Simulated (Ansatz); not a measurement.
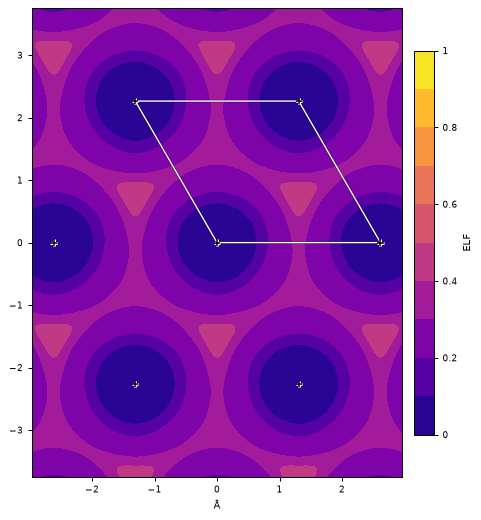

The electron localisation function on a plane through atoms (crosses mark nuclei in the plane).

All numbers below come from DFT PBE, scalar-relativistic, plane waves, PAW (Ansatz).

Candidates:
A. Zn, a = 2.62 Å, b = 2.62 Å, c = 4.65 Å, α = 90.00°, β = 90.00°, γ = 120.00°. Space group P6₃/mmc; a generated structure, not necessarily the stable one; computed pressure about 8 GPa in this cell.
B. VSi2, a = 4.57 Å, b = 4.57 Å, c = 6.36 Å, α = 90.00°, β = 90.00°, γ = 120.00°. Space group P6₂22; a structure from a database of computed crystals, not necessarily the ambient phase; computed without spin polarisation.
C. NbAs, a = 3.45 Å, b = 3.45 Å, c = 11.68 Å, α = 90.00°, β = 90.00°, γ = 90.00°. Space group I4₁md; computed pressure about 3 GPa in this cell.

Which candidate gave the map?

Candidate A: Zn on the (001) plane of the conventional cell, which holds Zn. Zn–Zn (2.62 Å): the ELF is about 0.30 at the midpoint.
